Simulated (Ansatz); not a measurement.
**Run report: Mo$_{18}$S$_{35}$ (charge +2), field-gradient calculation (part 2 of 2)**

Mo$_{18}$S$_{35}$ (defect cell, 53 atoms in the cell, total charge +2); DFT, PBE, plane waves, PAW, no spin polarisation (Ansatz 0.2.0); cutoff 420 eV, 3×3×2 k-mesh, Fermi–Dirac smearing of 0.01 eV. The structure derives from an entry of the Crystallography Open Database.

## Output, continued
```
  atom  32  S  V_zz =    -4.452297   η = 0.0019   by run symmetry: allowed   C_q = +7.4713 MHz
            electrostatic potential = -1636.337387 V   contact ρ = 19771.584245 e/Å³
  atom  33  S  V_zz =    -4.349400   η = 0.0021   by run symmetry: allowed   C_q = +7.2987 MHz
            electrostatic potential = -1636.329655 V   contact ρ = 19771.590629 e/Å³
  atom  34  S  V_zz =    -4.332231   η = 0.0088   by run symmetry: allowed   C_q = +7.2698 MHz
            electrostatic potential = -1636.329849 V   contact ρ = 19771.572862 e/Å³
  atom  35  S  V_zz =    -4.332231   η = 0.0088   by run symmetry: allowed   C_q = +7.2698 MHz
            electrostatic potential = -1636.329849 V   contact ρ = 19771.572862 e/Å³
  atom  36  S  V_zz =    -3.462381   η = 0.0000   by run symmetry: allowed   C_q = +5.8102 MHz
            electrostatic potential = -1636.317672 V   contact ρ = 19771.680042 e/Å³
  atom  37  S  V_zz =    -5.074659   η = 0.5402   by run symmetry: allowed   C_q = +8.5157 MHz
            electrostatic potential = -1636.208904 V   contact ρ = 19771.889905 e/Å³
  atom  38  S  V_zz =    -5.074659   η = 0.5402   by run symmetry: allowed   C_q = +8.5157 MHz
            electrostatic potential = -1636.208904 V   contact ρ = 19771.889905 e/Å³
  atom  39  S  V_zz =    -5.074659   η = 0.5402   by run symmetry: allowed   C_q = +8.5157 MHz
            electrostatic potential = -1636.208904 V   contact ρ = 19771.889905 e/Å³
  atom  40  S  V_zz =    -5.074659   η = 0.5402   by run symmetry: allowed   C_q = +8.5157 MHz
            electrostatic potential = -1636.208904 V   contact ρ = 19771.889905 e/Å³
  atom  41  S  V_zz =    -4.108568   η = 0.0000   by run symmetry: allowed   C_q = +6.8945 MHz
            electrostatic potential = -1636.328229 V   contact ρ = 19771.580874 e/Å³
  atom  42  S  V_zz =    -5.074659   η = 0.5402   by run symmetry: allowed   C_q = +8.5157 MHz
            electrostatic potential = -1636.208904 V   contact ρ = 19771.889905 e/Å³
  atom  43  S  V_zz =    -4.503904   η = 0.0000   by run symmetry: allowed   C_q = +7.5579 MHz
            electrostatic potential = -1636.306025 V   contact ρ = 19771.633631 e/Å³
  atom  44  S  V_zz =    -5.074659   η = 0.5402   by run symmetry: allowed   C_q = +8.5157 MHz
            electrostatic potential = -1636.208904 V   contact ρ = 19771.889905 e/Å³
  atom  45  S  V_zz =    -5.122122   η = 0.0103   by run symmetry: allowed   C_q = +8.5954 MHz
            electrostatic potential = -1636.393354 V   contact ρ = 19771.602941 e/Å³
  atom  46  S  V_zz =    -5.122122   η = 0.0103   by run symmetry: allowed   C_q = +8.5954 MHz
            electrostatic potential = -1636.393354 V   contact ρ = 19771.602941 e/Å³
  atom  47  S  V_zz =    -4.661137   η = 0.0028   by run symmetry: allowed   C_q = +7.8218 MHz
            electrostatic potential = -1636.351919 V   contact ρ = 19771.557716 e/Å³
  atom  48  S  V_zz =    -4.661137   η = 0.0028   by run symmetry: allowed   C_q = +7.8218 MHz
            electrostatic potential = -1636.351919 V   contact ρ = 19771.557716 e/Å³
  atom  49  S  V_zz =    -4.692117   η = 0.0044   by run symmetry: allowed   C_q = +7.8738 MHz
            electrostatic potential = -1636.355840 V   contact ρ = 19771.594674 e/Å³
  atom  50  S  V_zz =    -4.661137   η = 0.0028   by run symmetry: allowed   C_q = +7.8218 MHz
            electrostatic potential = -1636.351919 V   contact ρ = 19771.557716 e/Å³
  atom  51  S  V_zz =    -5.122122   η = 0.0103   by run symmetry: allowed   C_q = +8.5954 MHz
            electrostatic potential = -1636.393354 V   contact ρ = 19771.602941 e/Å³
  atom  52  S  V_zz =    -4.692117   η = 0.0044   by run symmetry: allowed   C_q = +7.8738 MHz
            electrostatic potential = -1636.355840 V   contact ρ = 19771.594674 e/Å³
  atom  53  S  V_zz =    -4.692117   η = 0.0044   by run symmetry: allowed   C_q = +7.8738 MHz
            electrostatic potential = -1636.355840 V   contact ρ = 19771.594674 e/Å³
--- Band table (eV; the first three rows and the last of 6) ---
  k-point 0: bands = ["-50.9331", "-50.9141", "-50.9141", "-50.8982", "-50.8962", "-50.8867", "-50.8867", "-50.8700", "-50.8672", "-50.8656", ... 73 levels left out ..., "-2.7084", "-2.7084", "-2.7080", "-2.6289", "-2.5217", "-2.4314", "-2.4314", "-2.4216", "-2.4216", "-2.4204", "-2.2764", "-2.1832", "-2.1832", "-2.1774", "-2.1774", "-2.1754", "-2.0354", "-2.0167", "-1.9490", "-1.9490", "-1.9359", "-1.9325", "-1.8916", "-1.8916", "3.8701", "4.4761", "4.4909", "4.4909", "4.5064",
      "4.5064", "4.5754", "4.5754", "4.6169", "4.6857", "4.6857", "4.8444", "4.8852", "4.9063", "4.9063", "5.0035", "5.0035", "5.0186", "5.3150", "5.3278", "5.3654", "5.3654", "5.4780", "5.5322", "5.5322", "5.5809", "5.6170", "5.6170", "5.7547", "5.7789", "5.7789", "5.7953", "5.7953", "5.8508", "5.8508", "5.8957", "5.9221", "5.9409", "5.9409", "5.9931", "6.0285", "6.0285", "6.2694", "6.2694", "6.3788",
      "6.4106", "6.4106", "6.4351", "6.4443", "6.4668", "6.4668", "6.5344", "6.5344", "6.7992", "6.9003", "6.9705", "6.9705", "6.9823", "7.0891", "7.1104", "7.1104", "7.1180", "7.1615", "7.1615", "7.1782", "7.1865", "7.1865", "7.1926", "7.3650", "7.3650", "7.3691", "7.4173", "7.4173", "7.7398", "7.7398", "7.9468", "7.9585", "8.0064", "8.0064", "8.0636", "8.1058", "8.1058", "8.2093", "8.2093", "8.3858",
      "8.5031", "8.5031", "8.5501", "8.5501", "8.5848", "8.5954", "8.5954", "8.6005", "8.6264", "8.6278", "8.6278", "8.6300", "8.6300", "8.6868", "8.6868", "8.7096", "8.7153", "8.7153", "8.7191", "8.8457", "8.8500", "8.8725", "8.8725", "8.9239", "8.9239", "9.0741", "9.1166", "9.1211", "9.1211", "9.1751", "9.1751", "9.2984", "9.5325", "9.8768", "9.8768", "10.0327", "10.0327", "10.1426", "10.6167", "11.0258",
      "11.0258", "11.6964", "11.6980", "11.7795", "11.7795", "12.0426", "12.0533", "12.0533", "12.0939", "12.0939", "12.1361", "12.1610", "12.1610", "12.1673", "12.1963", "12.2273", "12.2273", "12.2960", "12.3137", "12.3137", "12.3216", "12.4737", "12.4737", "12.5691", "12.5691", "12.7085", "12.7596", "12.7596", "12.7610", "12.7710", "12.7710", "12.7902", "12.7902", "12.8801", "12.8801", "13.0493", "13.0493", "13.0931", "13.1303", "13.1303",
      "13.1536", "13.1536", "13.2727", "13.4871", "13.4873", "13.4873", "13.5150", "13.5150", "13.6812", "13.6812", "13.6819"]
  k-point 1: bands = ["-50.9331", "-50.9141", "-50.9141", "-50.8982", "-50.8962", "-50.8867", "-50.8867", "-50.8700", "-50.8672", "-50.8656", ... 73 levels left out ..., "-2.8152", "-2.8124", "-2.8124", "-2.8037", "-2.5405", "-2.3078", "-2.3078", "-2.2971", "-2.2971", "-2.2867", "-2.2638", "-2.2635", "-2.2635", "-2.2554", "-2.2554", "-2.2492", "-2.0489", "-2.0166", "-1.9490", "-1.9490", "-1.9358", "-1.9326", "-1.8917", "-1.8917", "4.2594", "4.3056", "4.5623", "4.5623", "4.5808",
      "4.5808", "4.6055", "4.6633", "4.6633", "4.6988", "4.6988", "4.6994", "4.7013", "4.7013", "4.7073", "4.8506", "4.8506", "4.9006", "5.3506", "5.3527", "5.3930", "5.3930", "5.5295", "5.5990", "5.5990", "5.6055", "5.6087", "5.6087", "5.6161", "5.6299", "5.6299", "5.7588", "5.7817", "5.7817", "5.9362", "5.9362", "6.0582", "6.0582", "6.1728", "6.2253", "6.2394", "6.2438", "6.2438", "6.2464", "6.2464",
      "6.2561", "6.2645", "6.2645", "6.2705", "6.2758", "6.2758", "6.5561", "6.5561", "6.8125", "7.1075", "7.1376", "7.1376", "7.1476", "7.1564", "7.1564", "7.1568", "7.1595", "7.1595", "7.1605", "7.2182", "7.2182", "7.2578", "7.2805", "7.3873", "7.3873", "7.4165", "7.4165", "7.7622", "7.7918", "7.7918", "7.8112", "7.8634", "7.8634", "8.1138", "8.1426", "8.2296", "8.2713", "8.2713", "8.3046", "8.3086",
      "8.3086", "8.3230", "8.3230", "8.3248", "8.3581", "8.3581", "8.5134", "8.5134", "8.5529", "8.5529", "8.6260", "8.6413", "8.6413", "8.6464", "8.6709", "8.6720", "8.6720", "8.6750", "8.6750", "8.6759", "8.9244", "9.0254", "9.0380", "9.0380", "9.0537", "9.0537", "9.0550", "9.0601", "9.0601", "9.0601", "9.1370", "9.1370", "9.9122", "9.9122", "9.9192", "9.9831", "9.9831", "10.3755", "10.4478", "11.0185",
      "11.0185", "11.6974", "11.6994", "11.7858", "11.7858", "12.1884", "12.2228", "12.2228", "12.2300", "12.2300", "12.2300", "12.2321", "12.2326", "12.2326", "12.2436", "12.2751", "12.3110", "12.3110", "12.3429", "12.3514", "12.3514", "12.3553", "12.3580", "12.3580", "12.3689", "12.3689", "12.5774", "12.5774", "12.5846", "12.7773", "12.7773", "12.8655", "12.8655", "12.9860", "12.9860", "13.0266", "13.0266", "13.0374", "13.0374", "13.4218",
      "13.4864", "13.4864", "13.5264", "13.5494", "13.5494", "13.5521", "13.5717", "13.5717", "13.5723", "13.5795", "13.5795"]
  k-point 2: bands = ["-50.9310", "-50.9174", "-50.9143", "-50.8961", "-50.8916", "-50.8880", "-50.8864", "-50.8800", "-50.8720", "-50.8699", ... 73 levels left out ..., "-2.5408", "-2.5316", "-2.5149", "-2.4612", "-2.3830", "-2.3714", "-2.3707", "-2.3162", "-2.2483", "-2.2421", "-2.2369", "-2.2330", "-2.1975", "-2.1704", "-2.1427", "-2.0952", "-2.0669", "-2.0600", "-2.0502", "-2.0372", "-2.0342", "-2.0280", "-1.9452", "-1.9389", "4.0707", "4.1433", "4.4060", "4.4496", "4.4754",
      "4.5239", "4.6740", "4.7051", "4.7143", "4.7146", "4.7417", "4.7734", "4.8146", "4.8159", "4.8842", "4.8905", "4.9854", "5.0186", "5.0803", "5.1449", "5.2451", "5.2486", "5.2792", "5.3335", "5.3593", "5.3986", "5.5288", "5.5308", "5.6513", "5.8242", "5.8303", "5.9173", "5.9454", "5.9789", "5.9932", "6.0835", "6.0951", "6.2034", "6.2430", "6.2805", "6.3073", "6.3329", "6.3698", "6.3779", "6.3941",
      "6.4084", "6.4329", "6.4589", "6.5145", "6.5697", "6.6345", "6.6514", "6.7412", "6.7872", "6.7986", "6.8564", "6.8705", "6.8999", "6.9181", "6.9290", "6.9675", "7.0020", "7.0235", "7.0465", "7.0808", "7.1081", "7.1668", "7.1906", "7.3070", "7.3508", "7.5905", "7.6010", "7.6185", "7.6728", "7.8238", "7.9070", "7.9259", "7.9497", "8.0422", "8.0656", "8.0854", "8.1002", "8.1245", "8.1549", "8.1576",
      "8.1792", "8.2085", "8.2189", "8.2327", "8.2402", "8.2566", "8.2943", "8.3336", "8.3860", "8.4401", "8.4663", "8.5665", "8.6301", "8.6304", "8.8147", "8.8852", "8.9817", "9.0334", "9.0480", "9.1234", "9.1383", "9.1645", "9.1903", "9.1983", "9.2538", "9.3036", "9.3165", "9.3454", "9.3747", "9.3848", "9.4322", "9.4641", "9.5612", "9.6068", "9.6199", "9.7461", "9.7493", "10.0509", "10.2539", "11.1171",
      "11.1604", "11.7021", "11.7249", "11.9317", "11.9601", "11.9849", "12.0095", "12.0513", "12.1639", "12.1752", "12.2335", "12.2919", "12.3173", "12.3477", "12.3551", "12.3737", "12.3977", "12.4190", "12.4386", "12.5487", "12.5737", "12.5795", "12.5893", "12.5965", "12.6044", "12.6333", "12.6390", "12.6782", "12.7092", "12.7463", "12.7633", "12.7811", "12.7855", "12.8040", "12.8057", "12.8551", "12.8745", "12.8804", "13.0016", "13.0150",
      "13.0529", "13.1001", "13.1121", "13.1337", "13.1634", "13.2057", "13.2397", "13.2604", "13.4030", "13.4593", "13.5100"]
  k-point 5: bands = ["-50.9296", "-50.9190", "-50.9147", "-50.8951", "-50.8884", "-50.8865", "-50.8842", "-50.8839", "-50.8824", "-50.8616", ... 73 levels left out ..., "-2.5540", "-2.5454", "-2.5413", "-2.5111", "-2.5070", "-2.5008", "-2.4100", "-2.2272", "-2.2147", "-2.1854", "-2.1783", "-2.1730", "-2.1591", "-2.1461", "-2.1381", "-2.1225", "-2.1198", "-2.1132", "-2.0737", "-2.0452", "-2.0419", "-2.0107", "-2.0093", "-2.0030", "4.3157", "4.3656", "4.3673", "4.3699", "4.4440",
      "4.4477", "4.7312", "4.7335", "4.7447", "4.7718", "4.7735", "4.7966", "4.8315", "4.8327", "4.8342", "4.8661", "4.8836", "4.9395", "4.9756", "4.9873", "4.9953", "5.0593", "5.1421", "5.2689", "5.3590", "5.4204", "5.4273", "5.4294", "5.4983", "5.7275", "5.9277", "5.9378", "5.9493", "5.9762", "5.9899", "6.0224", "6.1351", "6.1401", "6.1529", "6.1761", "6.2220", "6.3501", "6.4247", "6.4760", "6.4769",
      "6.5052", "6.5560", "6.5617", "6.8361", "6.8427", "6.8545", "6.8567", "6.8597", "6.8614", "6.8631", "6.8639", "6.8677", "6.8908", "6.9544", "6.9617", "7.0521", "7.0591", "7.0632", "7.1448", "7.2554", "7.3626", "7.4702", "7.4718", "7.4737", "7.4757", "7.5317", "7.5415", "7.5567", "7.5571", "7.5574", "7.5926", "7.6836", "7.8124", "7.8820", "7.9130", "7.9151", "7.9153", "8.0046", "8.0137", "8.0448",
      "8.0479", "8.0536", "8.1521", "8.1585", "8.2045", "8.2730", "8.2908", "8.2967", "8.3614", "8.4615", "8.5341", "8.5564", "8.5670", "8.5768", "8.7003", "8.7328", "8.9824", "9.0155", "9.0186", "9.0279", "9.2255", "9.2614", "9.2950", "9.3150", "9.3207", "9.3316", "9.4488", "9.4987", "9.5490", "9.5749", "9.5976", "9.5994", "9.6024", "9.6584", "9.6742", "9.6745", "9.6822", "9.7197", "10.0336", "11.1139",
      "11.2834", "12.0200", "12.0788", "12.0798", "12.0817", "12.1087", "12.1144", "12.1610", "12.1617", "12.2034", "12.2057", "12.2345", "12.2642", "12.2658", "12.2661", "12.2824", "12.3266", "12.3662", "12.3711", "12.5264", "12.5454", "12.5544", "12.5604", "12.6038", "12.6106", "12.6299", "12.6300", "12.6304", "12.6540", "12.6847", "12.7045", "12.7227", "12.7395", "12.7810", "12.8125", "12.8305", "12.8618", "12.8623", "12.8687", "12.8847",
      "12.9921", "13.1019", "13.1359", "13.1416", "13.1565", "13.1921", "13.2959", "13.3801", "13.4533", "13.6331", "13.6439"]
--- Löwdin populations: 53 sites ---
  site symbol       q [e]
     0     Mo     13.6403
     1     Mo     13.6420
     2     Mo     13.6420
     3     Mo     13.6420
     4     Mo     13.6420
     5     Mo     13.6416
     6     Mo     13.6420
     7     Mo     13.6429
     8     Mo     13.6420
     9     Mo     13.6381
    10     Mo     13.6381
    11     Mo     13.6577
    12     Mo     13.6577
    13     Mo     13.6523
    14     Mo     13.6577
    15     Mo     13.6381
    16     Mo     13.6523
    17     Mo     13.6523
    18      S      6.0312
    19      S      6.0312
    20      S      6.0312
    21      S      6.0312
    22      S      6.0231
    23      S      6.0312
    24      S      6.0233
    25      S      6.0312
    26      S      6.0249
    27      S      6.0249
    28      S      6.0265
    29      S      6.0265
    30      S      6.0263
    31      S      6.0265
    32      S      6.0249
    33      S      6.0263
    34      S      6.0263
    35      S      6.0265
    36      S      6.0110
    37      S      6.0110
    38      S      6.0110
    39      S      6.0110
    40      S      6.0288
    41      S      6.0110
    42      S      6.0322
    43      S      6.0110
    44      S      6.0291
    45      S      6.0291
    46      S      6.0279
    47      S      6.0279
    48      S      6.0268
    49      S      6.0279
    50      S      6.0291
    51      S      6.0268
    52      S      6.0268
  spilling = 0.007626 (of n_electrons = 460.000000)
```

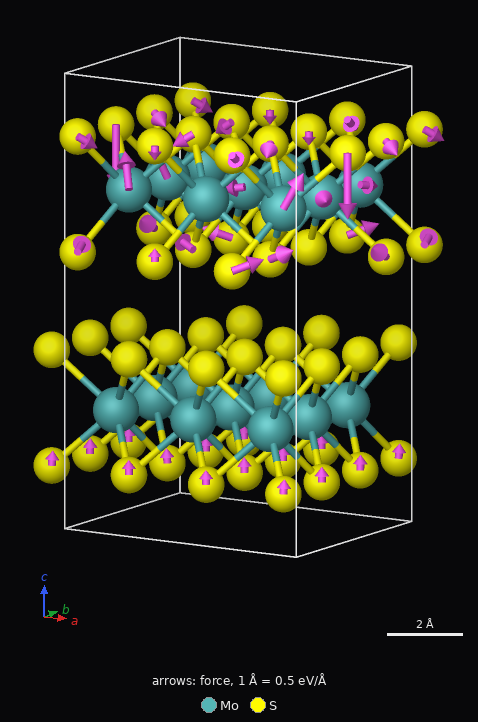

Fig. 1: Forces on the atoms as pink arrows (ball-and-stick view of the cell of the calculation, seen slightly off an axis; bonded neighbours outside the cell are drawn too); the smallest are left out. The largest act on S36 (0.90 eV/Å); Mo10, Mo11, Mo16 (0.57 eV/Å); S19, S20, S21, S22, S24, S26 (0.46 eV/Å); S37, S38, S39, S40, S42, S44 (0.33 eV/Å), among others. Atoms are counted from 1 in the order of the input and aren't labelled in the picture. The geometry is not a stationary point of this energy.

## Summary

| quantity | value |
| --- | --- |
| outcome | converged |
| electrons treated | 460 |
| free energy | −120845.6266 eV |
| Fermi energy | 10.121 eV |
| pressure | 1.31 GPa |
| field gradient V_zz (10²¹ V/m²) | Mo −6.58, Mo −6.60, Mo −6.60, Mo −6.60, Mo −6.60, Mo −6.50, Mo −6.60, Mo −6.47 (the first 8 of 53 sites) |
| largest force (length of the vector) | 0.902 eV/Å |
| hardware | 4 threads of AMD EPYC (Zen 5), 24 GiB of memory available, shared host |
| wall time | 32 s (CPU time 2.1 min) |
| peak memory | 5.1 GiB |

## Notes

Settings chosen away from the usual ones: accuracy = "medium". The program warns: the field gradients leave out spin–orbit coupling. The cell is charged and computed with a neutralising background, so its energy and pressure depend on the cell and aren't those of a real crystal.
